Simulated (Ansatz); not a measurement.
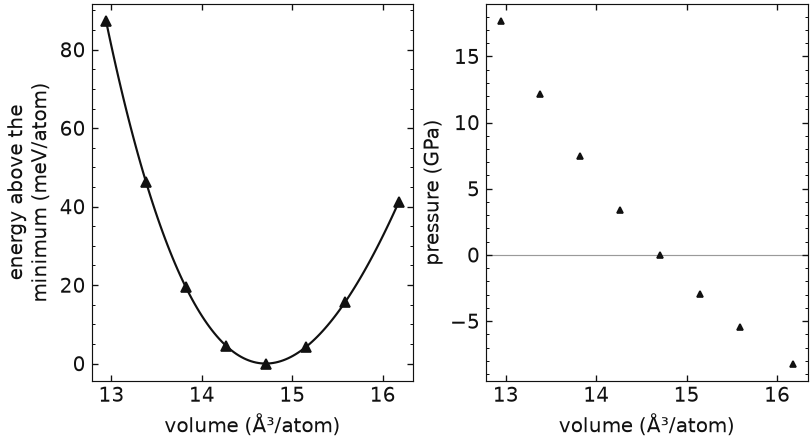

The plot gives the computed energy above the minimum and pressure against volume for Al₃Cu, space group Pm-3m (No. 221).

Starting cell:
```cif
data_structure
_symmetry_space_group_name_H-M 'P 1'
_symmetry_Int_Tables_number 1
_cell_length_a 3.8891
_cell_length_b 3.8891
_cell_length_c 3.8891
_cell_angle_alpha 90.000
_cell_angle_beta 90.000
_cell_angle_gamma 90.000
_cell_volume 58.82
loop_
_atom_site_label
_atom_site_type_symbol
_atom_site_fract_x
_atom_site_fract_y
_atom_site_fract_z
_atom_site_occupancy
Al1 Al 0.00000 0.50000 0.50000 1
Al2 Al 0.50000 0.00000 0.50000 1
Al3 Al 0.50000 0.50000 0.00000 1
Cu1 Cu 0.00000 0.00000 0.00000 1
```

Computed with Ansatz 0.2.0: third-order Birch-Murnaghan fit to density functional energies at scaled volumes of the given relaxed cell, shape and atoms relaxed at each volume; energies count from the fitted minimum; plane waves with PAW datasets, Γ-centred k mesh. Level: r2SCAN, no spin polarisation.

- wave cutoff: 500 eV
- k mesh: 12×12×12
- occupations: Gaussian
- smearing width: 0.1 eV

> Give the fitted equation-of-state parameters.

A third-order Birch–Murnaghan fit gives V0 = 14.70 Å³/atom, B0 = 106 GPa and B′ = 4.2.

> Read off the course of the pressure.

It falls from 17.64 GPa at volume 12.941 Å³/atom to −8.21 GPa at 16.177 Å³/atom, and changes sign near 14.70 Å³/atom.

> Is there a gap?

No, the levels on the k mesh show a metal at every point.
